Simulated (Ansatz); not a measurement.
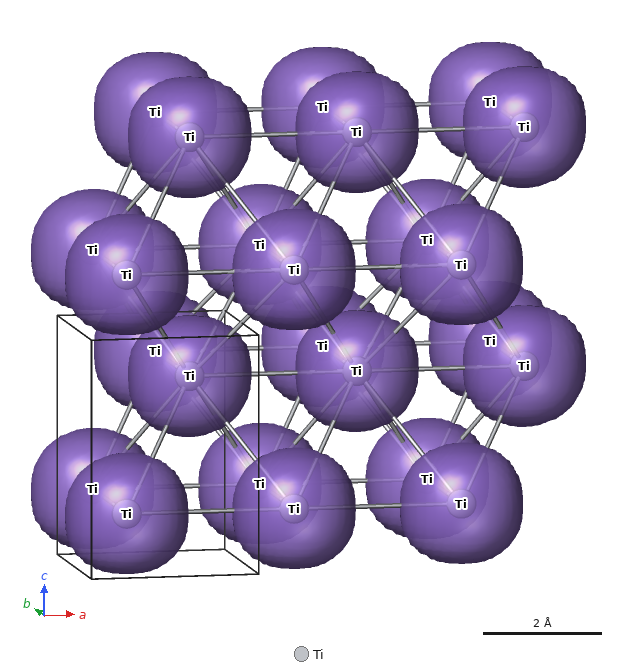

*Ti. Isosurface of the valence electron density at 0.3 e/Å³ (purple), seen slightly off an axis. Sticks mark near contacts.*

Space group P-1; changed on purpose from its base cell (all atoms moved at random, sigma 0.05 A a component); not relaxed (largest force 0.3 eV/Å); computed without spin polarisation.

These are results of Ansatz 0.2.0, DFT r2SCAN, scalar-relativistic, plane waves, PAW, not measurements.

What does this surface tell about the bonding?

At this value the density breaks into separate islands; it holds about 80 % of the electrons treated as valence (semicore included). It bridges none of the near contacts. It is pinched off along the sampled Ti–Ti (2.83 Å), Ti–Ti (2.89 Å) and Ti–Ti (2.98 Å) contacts. On the grid the lowest density along these lines, outside the cores, is 0.21 e/Å³ (Ti–Ti, 2.83 Å), 0.2 e/Å³ (Ti–Ti, 2.89 Å) and 0.18 e/Å³ (Ti–Ti, 2.98 Å).
